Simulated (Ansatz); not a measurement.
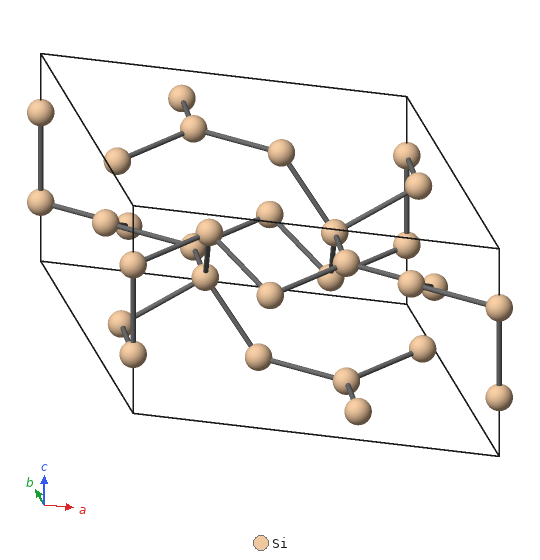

Si, space group R-3:H (No. 148), a = 9.365 Å, b = 9.365 Å, c = 5.604 Å, α = 90.00°, β = 90.00°, γ = 120.00°

| site | Wyckoff | x | y | z |
| --- | --- | --- | --- | --- |
| Si1 | 18f | 0.9331 | 0.5645 | 0.0907 |
| Si2 | 6c | 0.0000 | 0.0000 | 0.7157 |

Origin: the end point of a relaxation with DFT PBEsol, scalar-relativistic, plane waves, PAW (Ansatz 0.2.0).

> How is the cell volume shared among the sites in a plain Voronoi partition?

| site | faces above 1 % of the sphere | volume (Å³) | solid angle by neighbour (%) |
| --- | --- | --- | --- |
| Si1 | 12 | 17.76 | Si 100 |
| Si2 | 14 | 17.66 | Si 100 |

Weighted by multiplicity the volumes add up to the cell volume, 425.7 Å³.

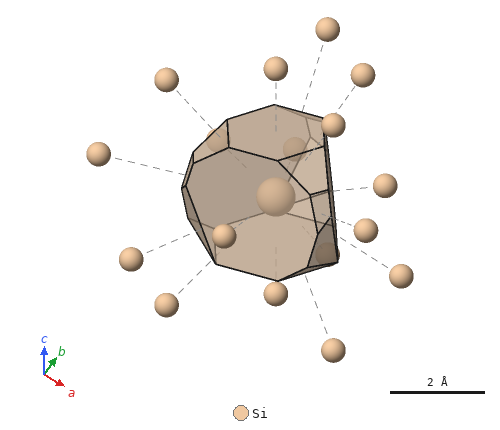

The computed Voronoi cell of Si2, with the neighbours that bound it.
